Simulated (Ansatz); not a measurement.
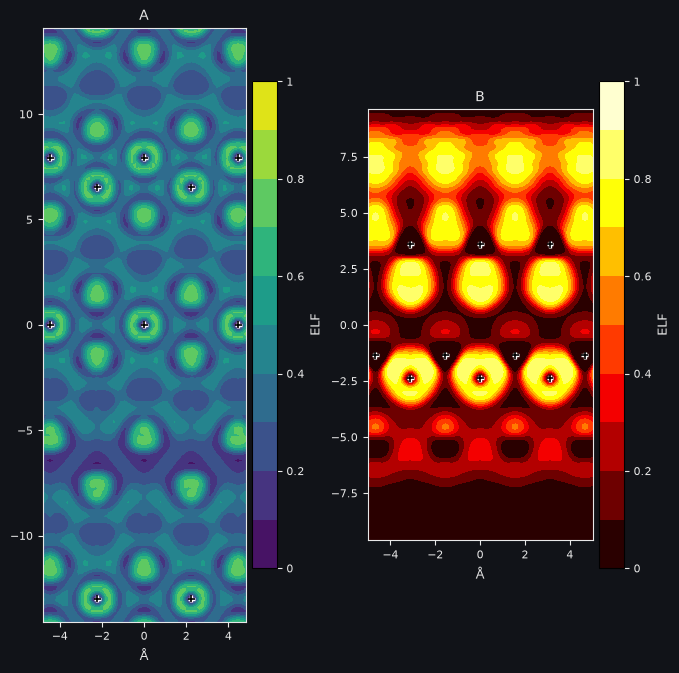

The electron localisation function of 2 systems, each on a plane through atoms (crosses mark nuclei in the plane).

These are results of DFT PBEsol, scalar-relativistic, plane waves, PAW in Ansatz, not measurements.

System 1: W (interface cell), the (010) plane of the calculation cell. 

System 2: AlN (slab), the (010) plane of the calculation cell, a cut from vacuum to vacuum. 

```yaml
crystal:
  lattice:
    - [3.11369, 0.00000, 0.00000]
    - [-1.55685, 5.66619, 0.00000]
    - [0.00000, 0.00000, 26.46275]
  atoms:
    - { symbol: Al, position: [0.53176, 0.06329, 0.29424] }
    - { symbol: N, position: [0.10744, 0.21461, 0.30308] }
    - { symbol: N, position: [0.38437, 0.76877, 0.31959] }
    - { symbol: Al, position: [0.87191, 0.74382, 0.35605] }
    - { symbol: Al, position: [0.14477, 0.28946, 0.37210] }
    - { symbol: N, position: [0.72561, 0.45116, 0.39253] }
    - { symbol: N, position: [0.99529, 0.99067, 0.40863] }
    - { symbol: Al, position: [0.48875, 0.97758, 0.44729] }
    - { symbol: Al, position: [0.75832, 0.51667, 0.46134] }
    - { symbol: N, position: [0.33900, 0.67802, 0.48281] }
    - { symbol: N, position: [0.61222, 0.22448, 0.49765] }
    - { symbol: Al, position: [0.10561, 0.21127, 0.53597] }
    - { symbol: Al, position: [0.36813, 0.73629, 0.55182] }
    - { symbol: N, position: [0.95417, 0.90838, 0.56873] }
    - { symbol: N, position: [0.22093, 0.44190, 0.59167] }
    - { symbol: Al, position: [0.72033, 0.44070, 0.63367] }
    - { symbol: Al, position: [0.00372, 0.00748, 0.63407] }
    - { symbol: N, position: [0.56402, 0.12807, 0.66314] }
    - { symbol: N, position: [0.85562, 0.71128, 0.67730] }
    - { symbol: Al, position: [0.42101, 0.84205, 0.70257] }
```

Which map belongs to which system?

Panel A is system 1, W: the plane holds W. Panel B is system 2, AlN: the plane holds N and Al. Al–N (1.86 Å): the ELF peaks at about 0.90 between the atoms.
